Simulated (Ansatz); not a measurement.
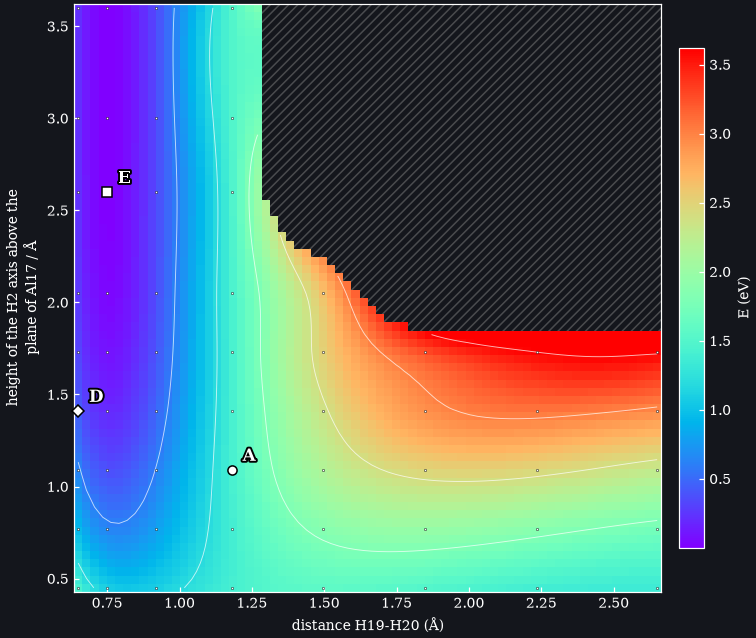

H₂ on an Al(101) slab cut from the P6_3/mmc phase, its upper half relaxed before the scan (18 atoms of substrate and one adsorbate in a 2 × 1 cell). 
- H2 lies flat over one site of a rigid substrate while its bond length and height are varied; it sits over a hollow site, heights counted from the top plane, its axis along the second surface vector.
- First axis: distance H19-H20. Second axis: height of the H2 axis above the plane of Al17.
- The scan uses an 8 × 9 grid. At 15 points there is no value (left out: too close to the surface, or the stretched molecule far from it).
- Points are written as (first, second).
- Energies: eV, counted from the lowest grid point.
- Level of theory: DFT PBE, scalar-relativistic, plane waves, PAW in Ansatz. Settings: cutoff 420 eV, k-mesh 5×3×1, gaussian smearing 0.1 eV, no spin polarisation.

In the figure: a smooth colour map with a few white contour lines, dots at the grid points, hatched blanks where no value was computed, lettered points. Between grid points the surface is interpolated.

Is D the lowest point of the computed grid?

No. D lies 0.43 eV above the lowest grid point, which is at (0.750 Å, 3.00 Å).

Rank the lettered points by energy, lowest first.

E (0.0038 eV), D (0.43 eV), A (1.41 eV).
